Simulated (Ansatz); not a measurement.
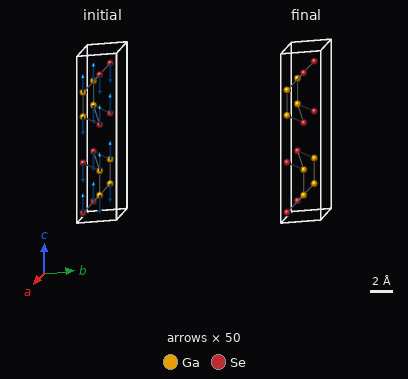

The structure of a crystal of GaSe (set up in P6_3/mmc) (coarse preliminary run) before (left) and after (right) a relaxation, at one scale. The blue arrows give the displacements (the part carried along by the change of the cell is left out), 50 times their true length.

The picture is a ball-and-stick view of the cell of the calculation, repeated 2 × 1 × 1 with one cell outlined, seen from a free direction.

Method: DFT PBEsol, scalar-relativistic, plane waves, PAW in Ansatz. Settings: plane-wave cutoff 420 eV; k-point mesh 6 × 6 × 2; occupations gaussian; smearing width 0.1 eV; no spin polarisation; cell and atoms relaxed; force threshold 0.05 eV/Å; at most 80 steps.

Describe what moved and what it gained.

Answer. After 2 accepted moves (3 points after the start) the energy has fallen by 0.134 eV per cell of the calculation. Largest force component: 1.2 eV/Å at the start, 0.015 eV/Å at the end. Pressure: 0.13 GPa at the start and 0.00 GPa at the end. The SCF was repeated once at an unchanged geometry on a basis and grid sized afresh for the cell, which shifted the energy by 0.7 meV per cell of the calculation at most. The largest moves relative to the cell, 0.039 Å, are those of Se atoms. Largest moves by element: Se 0.039 Å, Ga 0.037 Å. Cell: a = b 3.742 → 3.753 Å (+0.3 %), c 15.919 → 16.164 Å (+1.5 %). Volume +2.1 %. Some distances before and after: Ga–Ga 2.324 → 2.434 Å, Ga–Se 2.484 → 2.462 Å. The space group stays P6_3/mmc (No. 194). Cost: 20 s on 2 threads of Arm Neoverse V2, with other jobs on the host, peak memory 0.58 GiB.
